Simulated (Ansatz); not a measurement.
**ZrSe₂: geometry relaxation (part 1 of 2)**

System: ZrSe₂ (slab, 6 atoms in the cell).
Method: DFT PBE+D3(BJ), scalar-relativistic, plane waves, PAW, no spin polarisation (Ansatz 0.2.0).

The structure derives from an entry of the Crystallography Open Database. Figures and captions count atoms from 1; the log counts them from 0 in places.

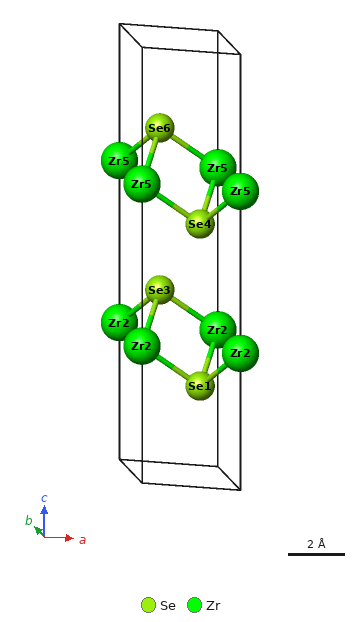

*The structure as given in the input (ball-and-stick view of the cell of the calculation, with the vacuum cut short, seen slightly off an axis; atoms are numbered from 1 in the order of the input).*

### Summary

```json
{"quantity": "outcome", "value": "converged"}
{"quantity": "electrons treated", "value": "88"}
{"quantity": "free energy", "value": "−30254.0735 eV"}
{"quantity": "work function, top face", "value": "5.36 eV"}
{"quantity": "work function, bottom face", "value": "5.36 eV"}
{"quantity": "Fermi energy", "value": "−5.356 eV"}
{"quantity": "gap on the k-point mesh", "value": "0.27 eV"}
{"quantity": "final volume", "value": "540.29 Å³"}
{"quantity": "work function (upper face)", "value": "5.36 eV"}
{"quantity": "largest force (length of the vector) at the end", "value": "0.002 eV/Å"}
{"quantity": "hardware", "value": "4 threads of Intel Xeon @ 2.70GHz, 189 GiB of memory available, shared host"}
{"quantity": "wall time", "value": "1.9 min (CPU time 7.3 min)"}
{"quantity": "peak memory", "value": "1.3 GiB"}
```

### The input
```yaml
crystal:
  lattice:
    - [3.7361353443, 0.0, 0.0]
    - [-1.8680676721, 3.2355881201, 0.0]
    - [0.0, 0.0, 44.4653039474]
  atoms:
    - { symbol: Se, position: [0.6666666667, 0.3333333333, 0.3961813914] }
    - { symbol: Zr, position: [0.0, 0.0, 0.4321222645] }
    - { symbol: Se, position: [0.3333333333, 0.6666666667, 0.4680631376] }
    - { symbol: Se, position: [0.6666666667, 0.3333333333, 0.5319368624] }
    - { symbol: Zr, position: [0.0, 0.0, 0.5678777355] }
    - { symbol: Se, position: [0.3333333333, 0.6666666667, 0.6038186086] }
  periodic: [true, true, false]
basis:
  ecutwfc: 420
kpoints:
  mp_grid: { grid: [12, 12, 1] }
hamiltonian:
  xc: pbe
  dispersion: d3bj
scf:
  occupations: { method: gaussian, width: 0.01 }
output:
  forces: true
  stress: true
  eigenvalues: true
  write_density: true
  write_potential: true
  elf: true
  volumetric_format: npy
relax:
  adjacent_minimum: "off"
  f_tol: 0.005
  max_steps: 80
  cell: { stress_2d_tol: 0.02 }
```

Launched with:
```bash
ansatz run input.yaml --threads 4 --pin off --max-ram 10240MiB --backend cpu --events-out ev --progress --plain --runs-dir out
```

### Output
```
Engine: ansatz 0.2.0, x86_64-unknown-linux-gnu
Pseudopotentials: kind: paw
Pseudopotential: Se, paw, valence charge 16, recommended cutoff 420 eV (normal), Se.paw.azcp
Pseudopotential: Zr, paw, valence charge 12, recommended cutoff 420 eV (normal), Zr.paw.azcp
Functional definition: PBE
  parameter kappa = 0.804
  parameter beta = 0.06672455060314922
  exchange = pbe_x(kappa = kappa, mu = beta*pi^2/3)
  correlation = pbe_c(beta = beta)
Crystal: 6 atoms, lattice volume = 537.523 Å³
Basis set: ecut = 420 eV, 10565 PW (Γ), exchange–correlation on 50×50×600 points (8 copies of the dense FFT grid, shifted against one another)
Bands: 53, of which v1, the nominal top of the filled ones, is band 44 counted from 1 (43 counted from 0)
Symmetry: 12 space group operations
Space group: P-3m1 (ITA 164), of the structure as read, at distance tolerance 8.1e-5 Å
k-points: 19 of 144
Non-local potential: Se, projectors of the file, l = 0: 2, l = 1: 2, l = 2: 3, l = 3: 1
Non-local potential: Zr, projectors of the file, l = 0: 3, l = 1: 2, l = 2: 2, l = 3: 2
PAW form: soft (Blöchl's): semilocal exchange-correlation on the pseudo side does not see the compensation charge
PAW one-centre angular grid: Se, 590 points (default); XC on 64 Gauss nodes
PAW one-centre angular grid: Zr, 590 points (default); XC on 64 Gauss nodes
Initial density: superposition of atomic densities (neutral atoms: chi_scale 0, normalization atom), corrected by the library's trained network
Initial wavefunctions: pseudopotential atomic-orbital guess
Functional: x = pbe(κ = 0.804, μ = 0.2195149727645171), c = pbe(β = 0.06672455060314922)
SCF iter   1: F=—  HF=-30254.087298 eV  |F-HF|=—  |Δ(HF+E_count)|=         —  Δρ=8.39e-4  dr2=2.73e-2  ethr=1.77e-3  ⟨swp⟩=11.1  Hψ=4655  notcnv=0
preconditioner: auto → Resta (q_TF=auto, 2.018 Å⁻¹)  ε∞=2.4  [insulator: Δε(μ)=0.245 eV  Ē_g=7.726 eV  σ=0.010 eV  W_gap=1.00  n_scr=70 (ndim 8)  ℏωp=9.1 eV  f_vac=0.715  D(μ)=0.00/eV (n_scr^D=0)  ε∞_Penn≈2.4  vacuum switching on, ρ_ref=4.3e-3 e/Å³]
SCF iter   2: F=—  HF=-30254.075703 eV  |F-HF|=—  |Δ(HF+E_count)|=   1.16e-2  Δρ=8.99e-4  dr2=4.13e-2  ethr=3.11e-5  ⟨swp⟩=4.4  Hψ=2848  notcnv=0  defer=57
SCF iter   3: F=—  HF=-30254.071812 eV  |F-HF|=—  |Δ(HF+E_count)|=   3.89e-3  Δρ=2.61e-4  dr2=4.15e-4  ethr=3.11e-5  ⟨swp⟩=2.5  Hψ=1276  notcnv=0  defer=57
SCF iter   4: F=—  HF=-30254.072388 eV  |F-HF|=—  |Δ(HF+E_count)|=   5.76e-4  Δρ=7.58e-5  dr2=4.19e-5  ethr=4.72e-7  ⟨swp⟩=3.3  Hψ=1784  notcnv=0  defer=57
SCF iter   5: F=—  HF=-30254.072360 eV  |F-HF|=—  |Δ(HF+E_count)|=   2.87e-5  Δρ=3.64e-5  dr2=1.72e-5  ethr=4.76e-8  ⟨swp⟩=3.3  Hψ=1893  notcnv=0  defer=57
SCF iter   6: F=—  HF=-30254.072362 eV  |F-HF|=—  |Δ(HF+E_count)|=   2.71e-6  Δρ=1.92e-5  dr2=6.01e-6  ethr=1.95e-8  ⟨swp⟩=2.9  Hψ=1428  notcnv=0  defer=57
SCF iter   7: F=—  HF=-30254.072361 eV  |F-HF|=—  |Δ(HF+E_count)|=   9.84e-7  Δρ=6.27e-6  dr2=5.06e-7  ethr=6.83e-9  ⟨swp⟩=2.7  Hψ=1318  notcnv=0  defer=57
SCF iter   8: F=-30254.072361 eV  HF=-30254.072361 eV  |F-HF|=8.45e-9  |Δ(HF+E_count)|=   8.61e-9  Δρ=2.32e-6  dr2=9.45e-8  ethr=1.14e-10  ⟨swp⟩=24.7  Hψ=9432  notcnv=0
SCF 1 converged in 8 iterations: F = -30254.072361 eV  dr2 = 9.45e-8
  greatest PAW one-centre occupation: 1.000 electrons in one spin orbital (limit 2), on the Se atom at site 3 (counted from 0), in its partial waves of l = 2
relax step   1: F+E_penalty+E_count = -30254.07236145 eV  Δ(F+E_penalty+E_count) = +0.000e0 eV  max|allowed force component| = 3.739e-2 eV/Å  Δτ_max = 0.0000 Å  P = +0.512 N/m  Ω = 537.523 Å³  fix = [c, alpha, beta]  reactions: c +0.000 N/m  (8 SCF iters, dr2 threshold 1.00e-7 eV, accepted)
Crystal: 6 atoms, lattice volume = 541.548 Å³
Basis set: ecut = 420 eV, 10637 PW (Γ), exchange–correlation on 50×50×600 points (8 copies of the dense FFT grid, shifted against one another)
Initial density: handed on by an earlier stage of this run
Initial wavefunctions: those handed on with the density
iter 1 solved again at ethr=2.77e-5 eV; its pass at ethr=3.10e-3 eV (dr2=2.44e-2 eV) is discarded
SCF iter   1: F=—  HF=-30254.073226 eV  |F-HF|=—  |Δ(HF+E_count)|=         —  Δρ=1.81e-3  dr2=2.35e-2  ethr=2.77e-5  ⟨swp⟩=3.9  Hψ=4715  notcnv=0  defer=1
preconditioner: auto → Resta (q_TF=auto, 2.015 Å⁻¹)  ε∞=2.4  [insulator: Δε(μ)=0.293 eV  Ē_g=7.687 eV  σ=0.010 eV  W_gap=1.00  n_scr=70 (ndim 8)  ℏωp=9.0 eV  f_vac=0.713  D(μ)=0.00/eV (n_scr^D=0)  ε∞_Penn≈2.4  vacuum switching on, ρ_ref=4.3e-3 e/Å³]
SCF iter   2: F=—  HF=-30254.073208 eV  |F-HF|=—  |Δ(HF+E_count)|=   1.74e-5  Δρ=9.67e-4  dr2=2.20e-2  ethr=2.67e-5  ⟨swp⟩=4.1  Hψ=1749  notcnv=0  defer=1
SCF iter   3: F=—  HF=-30254.071516 eV  |F-HF|=—  |Δ(HF+E_count)|=   1.69e-3  Δρ=7.71e-4  dr2=5.19e-3  ethr=2.50e-5  ⟨swp⟩=3.8  Hψ=1720  notcnv=0
SCF iter   4: F=—  HF=-30254.071329 eV  |F-HF|=—  |Δ(HF+E_count)|=   1.87e-4  Δρ=3.10e-4  dr2=7.28e-4  ethr=5.90e-6  ⟨swp⟩=3.1  Hψ=1667  notcnv=0
SCF iter   5: F=—  HF=-30254.071253 eV  |F-HF|=—  |Δ(HF+E_count)|=   7.56e-5  Δρ=8.70e-5  dr2=3.01e-5  ethr=8.27e-7  ⟨swp⟩=3.0  Hψ=1698  notcnv=0
SCF iter   6: F=—  HF=-30254.071200 eV  |F-HF|=—  |Δ(HF+E_count)|=   5.32e-5  Δρ=2.42e-5  dr2=1.65e-6  ethr=3.42e-8  ⟨swp⟩=3.0  Hψ=1953  notcnv=0
SCF iter   7: F=—  HF=-30254.071202 eV  |F-HF|=—  |Δ(HF+E_count)|=   1.62e-6  Δρ=5.20e-6  dr2=2.50e-7  ethr=1.88e-9  ⟨swp⟩=3.0  Hψ=2106  notcnv=0
iter 8 did not close the SCF: its close was put off until two iterations running show no level that it waits for move by more than its bar (scf_convergence_deferred on its scf_iter line)
SCF iter   8: F=-30254.071202 eV  HF=-30254.071202 eV  |F-HF|=1.95e-8  |Δ(HF+E_count)|=   8.90e-8  Δρ=1.62e-6  dr2=1.76e-8  ethr=2.02e-10  ⟨swp⟩=16.4  Hψ=9248  notcnv=0
iter 9 did not close the SCF: its close was put off until two iterations running show no level that it waits for move by more than its bar (scf_convergence_deferred on its scf_iter line)
SCF iter   9: F=-30254.071202 eV  HF=-30254.071202 eV  |F-HF|=8.31e-9  |Δ(HF+E_count)|=   1.90e-8  Δρ=4.56e-7  dr2=1.67e-9  ethr=2.00e-11  ⟨swp⟩=8.2  Hψ=6579  notcnv=0
SCF iter  10: F=-30254.071202 eV  HF=-30254.071202 eV  |F-HF|=9.02e-10  |Δ(HF+E_count)|=   8.36e-9  Δρ=9.84e-8  dr2=8.11e-11  ethr=1.90e-12  ⟨swp⟩=7.8  Hψ=6367  notcnv=0
SCF 2 converged in 10 iterations: F = -30254.071202 eV  dr2 = 8.11e-11
relax step   2: F+E_penalty+E_count = -30254.07120165 eV  Δ(F+E_penalty+E_count) = +1.160e-3 eV  max|allowed force component| = 3.875e-2 eV/Å  Δτ_max = 0.0516 Å  P = -0.253 N/m  Ω = 541.548 Å³  energy of the carried Pulay correction = -1.159e-4 eV  fix = [c, alpha, beta]  (10 SCF iters, dr2 threshold 1.77e-7 eV, rejected (line search))
Crystal: 6 atoms, lattice volume = 541.397 Å³
iter 1 solved again at ethr=2.20e-5 eV; its pass at ethr=3.10e-3 eV (dr2=1.94e-2 eV) is discarded
SCF iter   1: F=—  HF=-30254.074303 eV  |F-HF|=—  |Δ(HF+E_count)|=         —  Δρ=1.86e-3  dr2=1.93e-2  ethr=2.20e-5  ⟨swp⟩=3.8  Hψ=4658  notcnv=0
preconditioner: auto → Resta (q_TF=auto, 2.016 Å⁻¹)  ε∞=2.4  [insulator: Δε(μ)=0.277 eV  Ē_g=7.681 eV  σ=0.010 eV  W_gap=1.00  n_scr=70 (ndim 8)  ℏωp=9.0 eV  f_vac=0.715  D(μ)=0.00/eV (n_scr^D=0)  ε∞_Penn≈2.4  vacuum switching on, ρ_ref=4.3e-3 e/Å³]
SCF iter   2: F=—  HF=-30254.074353 eV  |F-HF|=—  |Δ(HF+E_count)|=   5.02e-5  Δρ=9.48e-4  dr2=1.73e-2  ethr=2.20e-5  ⟨swp⟩=3.8  Hψ=1718  notcnv=0
SCF iter   3: F=—  HF=-30254.073393 eV  |F-HF|=—  |Δ(HF+E_count)|=   9.61e-4  Δρ=7.84e-4  dr2=7.02e-3  ethr=1.97e-5  ⟨swp⟩=3.9  Hψ=1774  notcnv=0
SCF iter   4: F=—  HF=-30254.073033 eV  |F-HF|=—  |Δ(HF+E_count)|=   3.60e-4  Δρ=3.10e-4  dr2=8.28e-4  ethr=7.97e-6  ⟨swp⟩=2.9  Hψ=1547  notcnv=0
SCF iter   5: F=—  HF=-30254.073005 eV  |F-HF|=—  |Δ(HF+E_count)|=   2.75e-5  Δρ=9.31e-5  dr2=1.40e-4  ethr=9.40e-7  ⟨swp⟩=2.1  Hψ=1453  notcnv=0
SCF iter   6: F=—  HF=-30254.072995 eV  |F-HF|=—  |Δ(HF+E_count)|=   1.05e-5  Δρ=2.39e-5  dr2=1.29e-5  ethr=1.59e-7  ⟨swp⟩=2.2  Hψ=1452  notcnv=0
SCF iter   7: F=—  HF=-30254.072959 eV  |F-HF|=—  |Δ(HF+E_count)|=   3.53e-5  Δρ=4.44e-6  dr2=4.60e-7  ethr=1.47e-8  ⟨swp⟩=3.0  Hψ=1529  notcnv=0
SCF iter   8: F=—  HF=-30254.072929 eV  |F-HF|=—  |Δ(HF+E_count)|=   3.04e-5  Δρ=1.78e-6  dr2=3.57e-8  ethr=5.23e-10  ⟨swp⟩=3.4  Hψ=1986  notcnv=0
SCF iter   9: F=—  HF=-30254.072929 eV  |F-HF|=—  |Δ(HF+E_count)|=   3.51e-8  Δρ=5.63e-7  dr2=2.68e-9  ethr=4.06e-11  ⟨swp⟩=3.1  Hψ=2092  notcnv=0
SCF iter  10: F=—  HF=-30254.072929 eV  |F-HF|=—  |Δ(HF+E_count)|=   3.83e-9  Δρ=3.05e-7  dr2=8.26e-10  ethr=3.04e-12  ⟨swp⟩=3.2  Hψ=2199  notcnv=0
SCF iter  11: F=—  HF=-30254.072929 eV  |F-HF|=—  |Δ(HF+E_count)|=  5.97e-10  Δρ=7.27e-8  dr2=6.07e-11  ethr=1.00e-12  ⟨swp⟩=2.9  Hψ=2002  notcnv=0
SCF iter  12: F=—  HF=-30254.072929 eV  |F-HF|=—  |Δ(HF+E_count)|=  8.55e-10  Δρ=1.32e-8  dr2=3.73e-12  ethr=1.00e-12  ⟨swp⟩=1.8  Hψ=1196  notcnv=0
SCF iter  13: F=-30254.072929 eV  HF=-30254.072929 eV  |F-HF|=1.38e-10  |Δ(HF+E_count)|=  4.73e-11  Δρ=2.77e-9  dr2=7.29e-14  ethr=1.00e-12  ⟨swp⟩=9.6  Hψ=5357  notcnv=0
SCF 3 converged in 13 iterations: F = -30254.072929 eV  dr2 = 7.29e-14
relax step   3: F+E_penalty+E_count = -30254.07292918 eV  Δ(F+E_penalty+E_count) = -5.677e-4 eV  max|allowed force component| = 3.096e-2 eV/Å  Δτ_max = 0.0034 Å  P = -0.272 N/m  Ω = 541.397 Å³  energy of the carried Pulay correction = -1.116e-4 eV  fix = [c, alpha, beta]  reactions: c -0.000 N/m  (13 SCF iters, accepted)
Crystal: 6 atoms, lattice volume = 541.395 Å³
iter 1 solved again at ethr=8.55e-7 eV; its pass at ethr=3.10e-3 eV (dr2=7.52e-4 eV) is discarded
SCF iter   1: F=—  HF=-30254.072836 eV  |F-HF|=—  |Δ(HF+E_count)|=         —  Δρ=2.18e-4  dr2=7.41e-4  ethr=8.55e-7  ⟨swp⟩=3.2  Hψ=4308  notcnv=0
preconditioner: auto → Resta (q_TF=auto, 2.016 Å⁻¹)  ε∞=2.4  [insulator: Δε(μ)=0.291 eV  Ē_g=7.695 eV  σ=0.010 eV  W_gap=1.00  n_scr=70 (ndim 8)  ℏωp=9.0 eV  f_vac=0.715  D(μ)=0.00/eV (n_scr^D=0)  ε∞_Penn≈2.4  vacuum switching on, ρ_ref=4.3e-3 e/Å³]
SCF iter   2: F=—  HF=-30254.072738 eV  |F-HF|=—  |Δ(HF+E_count)|=   9.80e-5  Δρ=1.40e-4  dr2=2.17e-4  ethr=8.42e-7  ⟨swp⟩=3.0  Hψ=1697  notcnv=0
SCF iter   3: F=—  HF=-30254.072715 eV  |F-HF|=—  |Δ(HF+E_count)|=   2.36e-5  Δρ=6.40e-5  dr2=2.68e-5  ethr=2.46e-7  ⟨swp⟩=2.9  Hψ=1504  notcnv=0
SCF iter   4: F=—  HF=-30254.072633 eV  |F-HF|=—  |Δ(HF+E_count)|=   8.18e-5  Δρ=3.51e-5  dr2=3.87e-5  ethr=3.04e-8  ⟨swp⟩=3.0  Hψ=1537  notcnv=0
SCF iter   5: F=—  HF=-30254.072630 eV  |F-HF|=—  |Δ(HF+E_count)|=   3.22e-6  Δρ=9.70e-6  dr2=7.34e-7  ethr=3.04e-8  ⟨swp⟩=2.9  Hψ=1421  notcnv=0
SCF iter   6: F=—  HF=-30254.072629 eV  |F-HF|=—  |Δ(HF+E_count)|=   1.00e-7  Δρ=3.12e-6  dr2=8.27e-8  ethr=8.34e-10  ⟨swp⟩=3.7  Hψ=2126  notcnv=0
SCF iter   7: F=-30254.072630 eV  HF=-30254.072630 eV  |F-HF|=4.95e-9  |Δ(HF+E_count)|=   5.54e-8  Δρ=5.96e-7  dr2=4.28e-9  ethr=6.81e-11  ⟨swp⟩=15.1  Hψ=8199  notcnv=0
SCF 4 converged in 7 iterations: F = -30254.072630 eV  dr2 = 4.28e-9
relax step   4: F+E_penalty+E_count = -30254.07262952 eV  Δ(F+E_penalty+E_count) = +2.997e-4 eV  max|allowed force component| = 5.290e-2 eV/Å  Δτ_max = 0.0096 Å  P = +0.068 N/m  Ω = 541.395 Å³  energy of the carried Pulay correction = -1.115e-4 eV  fix = [c, alpha, beta]  (7 SCF iters, dr2 threshold 5.99e-8 eV, rejected (line search))
Crystal: 6 atoms, lattice volume = 540.631 Å³
iter 1 solved again at ethr=3.07e-7 eV; its pass at ethr=3.10e-3 eV (dr2=2.70e-4 eV) is discarded
SCF iter   1: F=—  HF=-30254.073418 eV  |F-HF|=—  |Δ(HF+E_count)|=         —  Δρ=1.44e-4  dr2=2.51e-4  ethr=3.07e-7  ⟨swp⟩=3.5  Hψ=4611  notcnv=0
preconditioner: auto → Resta (q_TF=auto, 2.016 Å⁻¹)  ε∞=2.4  [insulator: Δε(μ)=0.277 eV  Ē_g=7.696 eV  σ=0.010 eV  W_gap=1.00  n_scr=70 (ndim 8)  ℏωp=9.0 eV  f_vac=0.715  D(μ)=0.00/eV (n_scr^D=0)  ε∞_Penn≈2.4  vacuum switching on, ρ_ref=4.3e-3 e/Å³]
SCF iter   2: F=—  HF=-30254.073387 eV  |F-HF|=—  |Δ(HF+E_count)|=   3.11e-5  Δρ=8.34e-5  dr2=1.12e-4  ethr=2.85e-7  ⟨swp⟩=2.6  Hψ=1450  notcnv=0
SCF iter   3: F=—  HF=-30254.073373 eV  |F-HF|=—  |Δ(HF+E_count)|=   1.42e-5  Δρ=4.99e-5  dr2=2.69e-5  ethr=1.27e-7  ⟨swp⟩=2.9  Hψ=1418  notcnv=0
SCF iter   4: F=—  HF=-30254.073328 eV  |F-HF|=—  |Δ(HF+E_count)|=   4.48e-5  Δρ=2.71e-5  dr2=1.73e-5  ethr=3.05e-8  ⟨swp⟩=2.9  Hψ=1509  notcnv=0
SCF iter   5: F=—  HF=-30254.073328 eV  |F-HF|=—  |Δ(HF+E_count)|=   3.88e-8  Δρ=7.34e-6  dr2=4.50e-7  ethr=1.96e-8  ⟨swp⟩=2.5  Hψ=1304  notcnv=0
SCF iter   6: F=—  HF=-30254.073298 eV  |F-HF|=—  |Δ(HF+E_count)|=   3.03e-5  Δρ=2.49e-6  dr2=3.10e-8  ethr=5.12e-10  ⟨swp⟩=3.7  Hψ=2153  notcnv=0
SCF iter   7: F=—  HF=-30254.073298 eV  |F-HF|=—  |Δ(HF+E_count)|=   5.19e-8  Δρ=5.10e-7  dr2=1.30e-9  ethr=3.52e-11  ⟨swp⟩=4.0  Hψ=2287  notcnv=0
SCF iter   8: F=—  HF=-30254.073298 eV  |F-HF|=—  |Δ(HF+E_count)|=   2.69e-9  Δρ=2.13e-7  dr2=2.06e-10  ethr=1.48e-12  ⟨swp⟩=3.0  Hψ=2158  notcnv=0
SCF iter   9: F=—  HF=-30254.073298 eV  |F-HF|=—  |Δ(HF+E_count)|=   2.08e-9  Δρ=6.85e-8  dr2=3.74e-11  ethr=1.00e-12  ⟨swp⟩=2.1  Hψ=1290  notcnv=0
SCF iter  10: F=-30254.073298 eV  HF=-30254.073298 eV  |F-HF|=2.62e-10  |Δ(HF+E_count)|=  9.31e-10  Δρ=1.05e-8  dr2=6.15e-13  ethr=1.00e-12  ⟨swp⟩=9.5  Hψ=6313  notcnv=0
the search or the solves at the SCF's close seem to have found levels that the self-consistency loop had missed (the run counts 2). By its estimate they hold under 1e-12 electrons; where the run keeps them, the occupations were computed again with them
SCF 5 converged in 10 iterations: F = -30254.073298 eV  dr2 = 6.15e-13
relax step   5: F+E_penalty+E_count = -30254.07329805 eV  Δ(F+E_penalty+E_count) = -3.689e-4 eV  max|allowed force component| = 5.777e-3 eV/Å  Δτ_max = 0.0047 Å  P = -0.048 N/m  Ω = 540.631 Å³  energy of the carried Pulay correction = -8.961e-5 eV  fix = [c, alpha, beta]  reactions: c -0.000 N/m  (10 SCF iters, accepted)
Crystal: 6 atoms, lattice volume = 540.294 Å³
iter 1 solved again at ethr=6.30e-7 eV; its pass at ethr=3.10e-3 eV (dr2=5.54e-4 eV) is discarded
SCF iter   1: F=—  HF=-30254.073485 eV  |F-HF|=—  |Δ(HF+E_count)|=         —  Δρ=3.25e-4  dr2=5.26e-4  ethr=6.30e-7  ⟨swp⟩=3.0  Hψ=4525  notcnv=0
preconditioner: auto → Resta (q_TF=auto, 2.016 Å⁻¹)  ε∞=2.4  [insulator: Δε(μ)=0.270 eV  Ē_g=7.693 eV  σ=0.010 eV  W_gap=1.00  n_scr=70 (ndim 8)  ℏωp=9.0 eV  f_vac=0.715  D(μ)=0.00/eV (n_scr^D=0)  ε∞_Penn≈2.4  vacuum switching on, ρ_ref=4.3e-3 e/Å³]
SCF iter   2: F=—  HF=-30254.073482 eV  |F-HF|=—  |Δ(HF+E_count)|=   3.71e-6  Δρ=1.64e-4  dr2=4.41e-4  ethr=5.98e-7  ⟨swp⟩=2.9  Hψ=1442  notcnv=0
SCF iter   3: F=—  HF=-30254.073465 eV  |F-HF|=—  |Δ(HF+E_count)|=   1.70e-5  Δρ=1.36e-4  dr2=2.62e-4  ethr=5.01e-7  ⟨swp⟩=2.9  Hψ=1669  notcnv=0
SCF iter   4: F=—  HF=-30254.073447 eV  |F-HF|=—  |Δ(HF+E_count)|=   1.80e-5  Δρ=2.24e-5  dr2=1.74e-6  ethr=2.97e-7  ⟨swp⟩=2.5  Hψ=1392  notcnv=0
SCF iter   5: F=—  HF=-30254.073374 eV  |F-HF|=—  |Δ(HF+E_count)|=   7.27e-5  Δρ=8.97e-6  dr2=2.05e-6  ethr=1.98e-9  ⟨swp⟩=3.9  Hψ=1924  notcnv=0
SCF iter   6: F=—  HF=-30254.073374 eV  |F-HF|=—  |Δ(HF+E_count)|=   1.20e-7  Δρ=3.66e-6  dr2=3.65e-7  ethr=1.98e-9  ⟨swp⟩=2.2  Hψ=1120  notcnv=0
SCF iter   7: F=—  HF=-30254.073374 eV  |F-HF|=—  |Δ(HF+E_count)|=   1.82e-8  Δρ=1.00e-6  dr2=2.99e-8  ethr=4.15e-10  ⟨swp⟩=2.6  Hψ=1356  notcnv=0
SCF iter   8: F=—  HF=-30254.073374 eV  |F-HF|=—  |Δ(HF+E_count)|=   5.69e-9  Δρ=4.18e-7  dr2=3.69e-9  ethr=3.40e-11  ⟨swp⟩=2.5  Hψ=1499  notcnv=0
SCF iter   9: F=-30254.073374 eV  HF=-30254.073374 eV  |F-HF|=1.14e-9  |Δ(HF+E_count)|=   3.88e-9  Δρ=6.39e-8  dr2=8.60e-11  ethr=2.37e-12  ⟨swp⟩=11.2  Hψ=6865  notcnv=0
SCF 6 converged in 9 iterations: F = -30254.073374 eV  dr2 = 8.60e-11
relax step   6: F+E_penalty+E_count = -30254.07337389 eV  Δ(F+E_penalty+E_count) = -7.584e-5 eV  max|allowed force component| = 1.543e-3 eV/Å  Δτ_max = 0.0092 Å  P = -0.012 N/m  Ω = 540.294 Å³  energy of the carried Pulay correction = -7.990e-5 eV  fix = [c, alpha, beta]  reactions: c -0.000 N/m  (9 SCF iters, dr2 threshold 2.09e-9 eV, accepted)
Basis set: ecut = 420 eV, 10637 PW (Γ), exchange–correlation on 54×54×600 points (8 copies of the dense FFT grid, shifted against one another)
Initial wavefunctions: pseudopotential atomic-orbital guess (no wavefunctions were taken with the density)
iter 1 solved again at ethr=1.21e-6 eV; its pass at ethr=3.10e-3 eV (dr2=1.06e-3 eV) is discarded
```
